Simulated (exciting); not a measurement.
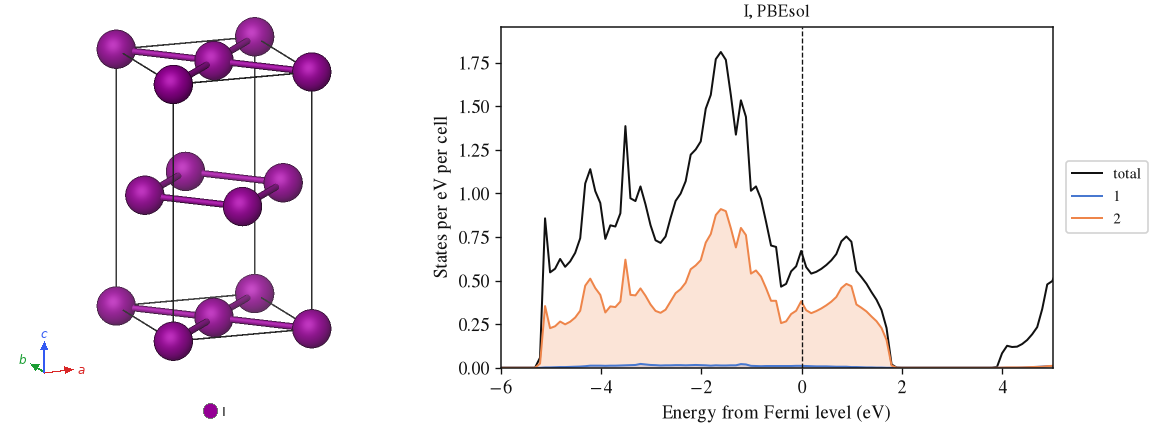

Density of states, beside the structure. Energies are counted from the Fermi level. The partial curves are projected inside the muffin-tin spheres; the rest of the total lies in parts that aren't drawn and between the spheres.

The material is I, space group Fmmm, 1 atom in the primitive cell; a = 4.57 Å, b = 4.48 Å, c = 3.23 Å, α = 70.58°, β = 67.69°, γ = 41.73°.

Method: PBEsol with D2 dispersion, all-electron LAPW+lo, shipped species files, valence relativity iora*, no spin polarisation, no spin-orbit coupling, 9×9×9 k mesh, Gaussian smearing of 0.14 eV (exciting).

The numbered curves are projections. Which is which? The candidates: I p, I s.

1 is I s; 2 is I p.

Metal or insulator, and how many states lie at the Fermi level?

It is a metal. The density of states at the Fermi level is about 0.58 per eV and cell (mean within 0.25 eV).

An odd number of electrons without spin polarisation forces a metal. Spin-orbit coupling is left out, which matters for I.
